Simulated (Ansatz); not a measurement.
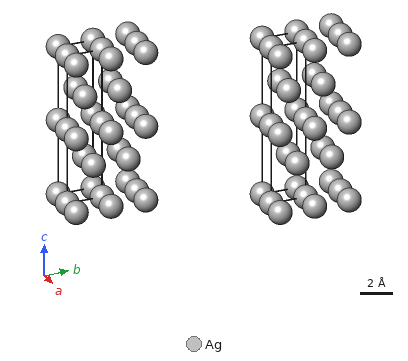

Two geometries of crystalline Ag (set up in P6_3/mmc), drawn at one scale. One is the start of a relaxation, the other its converged end. The picture is a spheres-only view of the cell of the calculation, repeated 2 × 2 × 1 with one cell outlined, seen slightly off an axis.

Computed with Ansatz 0.2.0, DFT r2SCAN, scalar-relativistic, plane waves, PAW. Set-up: plane-wave cutoff 500 eV; k-point mesh 18 × 18 × 4; occupations gaussian; smearing width 0.1 eV; no spin polarisation; cell and atoms relaxed; force threshold 0.005 eV/Å; at most 80 steps.

Question: Which of the two is the end point?

Answer: The left one is the relaxed one. The energy falls by 20.2 meV per atom in 4 accepted moves (5 points after the start). All forces vanish by symmetry, so only the cell relaxes. Pressure: −3.26 GPa at the start and −0.01 GPa at the end. At 1 point the geometry stayed and the basis and grid were re-selected for the new cell (energy shift of 0.3 meV per atom at most each time). The atoms keep their places relative to the cell (all moves are under 0.005 Å). The volume changes by −4.1 %, with a = b 2.886 → 2.905 Å (+0.7 %), c 10.000 → 9.467 Å (−5.3 %). Some distances before and after: Ag–Ag 3.004 → 2.901 Å, Ag–Ag 2.886 → 2.905 Å. The space group stays P6_3/mmc (No. 194).
